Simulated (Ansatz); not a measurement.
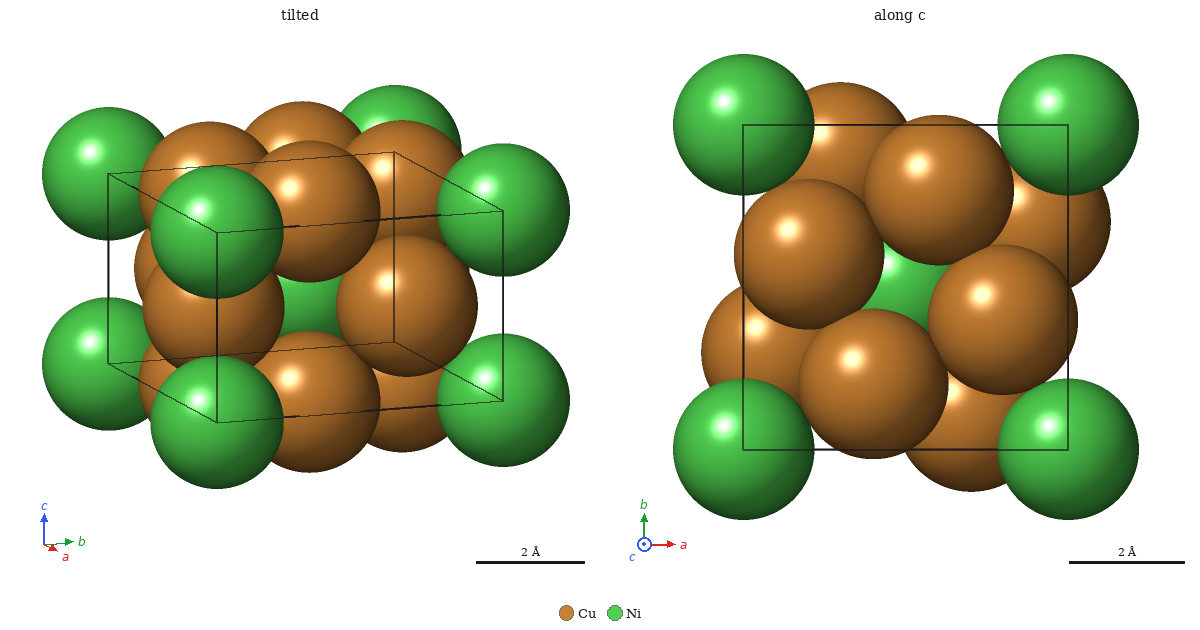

The figure gives a space-filling picture of the atoms, viewed slightly off an axis and along the c axis. Lines trace the edges of the conventional unit cell. Cell: a = 5.69 Å, b = 5.69 Å, c = 3.61 Å, α = 90.00°, β = 90.00°, γ = 90.00°.

Origin of the cell: a structure type filled with these elements by a generator (whether the compound takes this form wasn't checked). Earlier steps of the study may have refined or changed the cell and positions. Ansatz was used for an electronic-structure calculation on it.

**Caption:**

It has the composition Cu$_{4}$Ni. Space group I4/m (No. 87), lattice body-centred tetragonal. In the cell are 8 Cu, 2 Ni, which makes 2 formula units. Cu bonds to nine Cu and three Ni in a cuboctahedral arrangement (about 2.5 Å to Cu, 2.5 Å to Ni). The coordination shell of Ni holds twelve Cu in a cuboctahedral arrangement at about 2.5 Å.

Method used: DFT PBE, scalar-relativistic, plane waves, PAW (Ansatz). It ran with a kinetic-energy cutoff of 420 eV, k-points about 0.17 Å⁻¹ apart, Gaussian smearing of 0.1 eV, no spin polarisation (a spin-restricted run, not always the ground state).

**What is the electronic character?**

A metal: bands cross the Fermi level.

**How are the electrons shared out in a Bader analysis?**

Cu +0.02 e; Ni -0.06 e.

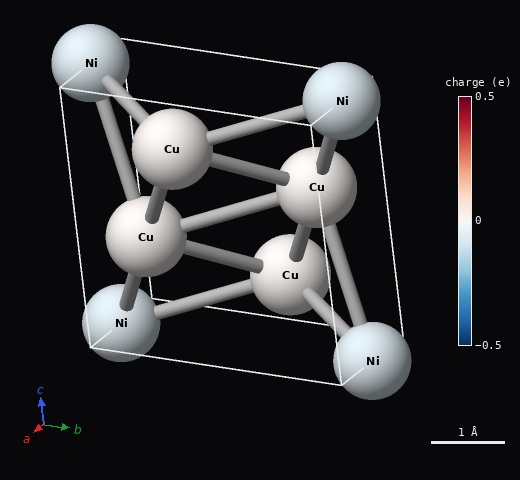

The atoms coloured by those charges. The run's cell of 5 atoms is drawn in a reduced setting, so axes and origin can differ from the first picture.

**Does the calculation find this structure at rest?**

Yes. All forces vanish to within 0.01 eV/Å. The pressure is 0.0 GPa, close to zero.
